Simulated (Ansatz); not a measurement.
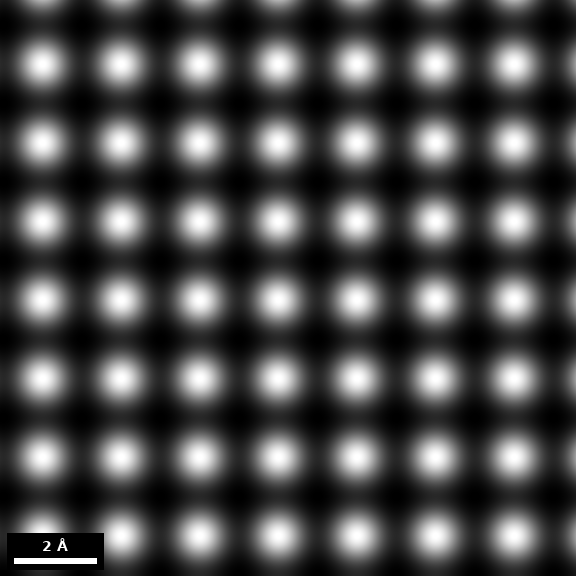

iDPC-like image of a crystal. Simulated as the projected potential of neutral atoms (B = 0.5 Å²) blurred by a 0.82 Å probe, the thin-sample limit of integrated differential phase contrast.

**Give the net of the columns and its spacings.**

The pattern repeats on a square net with a repeat of 1.9 Å.

**Which plane group does this projection have?**

p4mm: fourfold points with mirror lines through them along the axes and the diagonals.

**How many columns does the smallest repeating cell hold, and how many levels of brightness?**

1 column in the primitive cell of 3.6 Å², all of one brightness.

The crystal is Os (Fm-3m, No. 225) seen along [001]. Structure used: the end point of a relaxation with DFT PBEsol, scalar-relativistic, plane waves, PAW (Ansatz); the starting structure was generated, so it need not be a known form of this composition.
